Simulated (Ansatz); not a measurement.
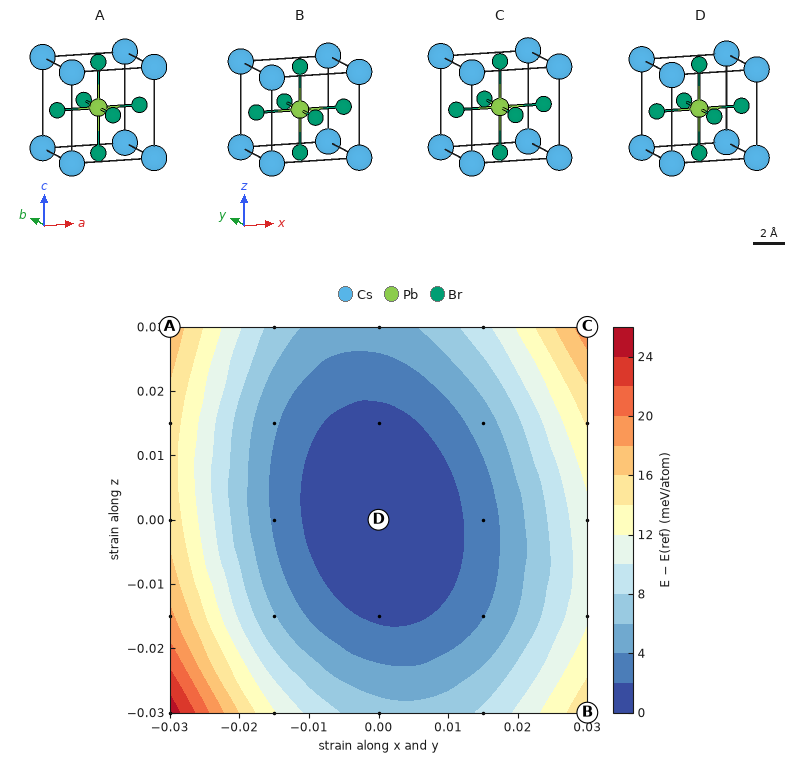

Energy scan for solid CsPbBr$_{3}$ (Pm-3m), in which the cell is strained equally along x and y and separately along z, with the atoms kept at their fractional coordinates. x, y and z are the Cartesian axes of the input. The map is interpolated between the computed points (dots). The lettered frames are marked on it. A ball-and-stick model of the cell of the calculation, seen slightly off an axis.

Level of theory: DFT PBEsol, scalar-relativistic, plane waves, PAW in Ansatz 0.2.0. Set-up: plane-wave cutoff 420 eV; k-point mesh 6 × 6 × 6; occupations gaussian; smearing width 0.05 eV; no spin polarisation. Energies (free energies at the smearing named) are counted from the cell as listed in its source, which wasn't relaxed.

**What does the map show?**

In pairs of (strain along x and y; strain along z): the lowest computed point lies at (0.000, 0.000) (0.0 meV/atom), the highest at (−0.030, −0.030) (25.3 meV/atom). The valley is tilted: raising the in-plane strain is made harder by raising the strain along z (cross term 0.16 of the geometric mean of the two curvatures). Over the ranges scanned the energy rises more along the first axis, the in-plane strain. The pressure runs from −1.5 GPa at (0.030, 0.030) to 2.5 GPa at (−0.030, −0.030). The frames lie at A (−0.030, 0.030): 17.5 meV/atom, B (0.030, −0.030): 15.5 meV/atom, C (0.030, 0.030): 19.2 meV/atom, D (0.000, 0.000): 0.0 meV/atom.

The computed points:

Rows: strain along x and y; columns: strain along z; values in meV/atom.

|  | −0.030 | −0.015 | 0.000 | 0.015 | 0.030 |
| --- | --- | --- | --- | --- | --- |
| −0.030 | 25.3 | 18.5 | 15.3 | 15.1 | 17.5 |
| −0.015 | 12.1 | 6.1 | 3.7 | 4.3 | 7.3 |
| 0.000 | 6.9 | 1.7 | 0.0 | 1.3 | 5.1 |
| 0.015 | 8.3 | 3.9 | 3.0 | 5.0 | 9.4 |
| 0.030 | 15.5 | 11.7 | 11.5 | 14.2 | 19.2 |
